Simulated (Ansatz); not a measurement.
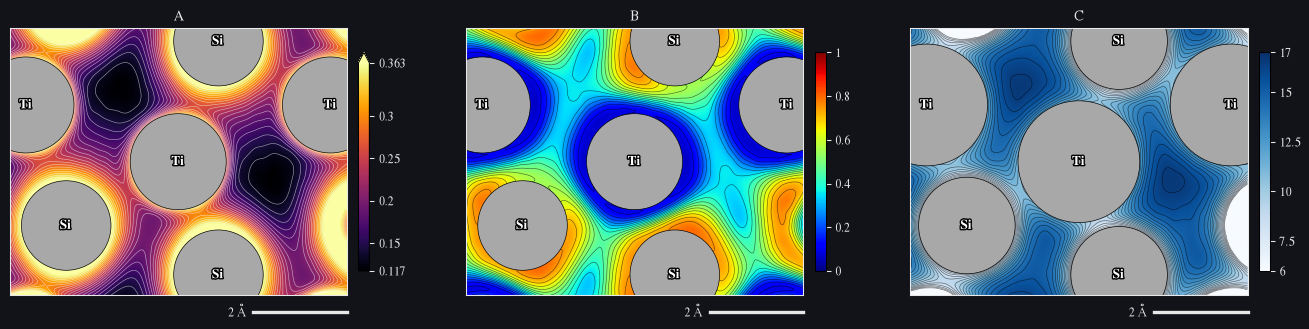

TiSi: 3 fields on the (010) plane of the conventional cell, with unlabelled colour scales. Grey discs cover the atomic cores.

Space group Pnma; a structure from a database of computed crystals, not necessarily the ambient phase; started from the database_62 prototype, which need not be the ambient phase; computed without spin polarisation.

These are results of DFT r2SCAN, scalar-relativistic, plane waves, PAW in Ansatz, not measurements.

Question: Which field does each panel show? The fields are: electron localisation function, electrostatic potential energy of an electron and valence pseudo-density.

Answer: Panel A: valence pseudo-density. Panel B: electron localisation function. Panel C: electrostatic potential energy of an electron (low next to the atoms, rising into the space between them). From the grid: Ti–Si (2.56 Å): ρ at the midpoint is about 0.31 e/Å³; the ELF peaks at about 0.75 in the valence shell of Si, 0.9 Å from its nucleus, and is about 0.35 at the midpoint. Ti–Si (2.71 Å): ρ is about 0.27 e/Å³ halfway; the ELF peaks at about 0.65 in the valence shell of Si, 1.0 Å from its nucleus, and is about 0.35 at the midpoint.
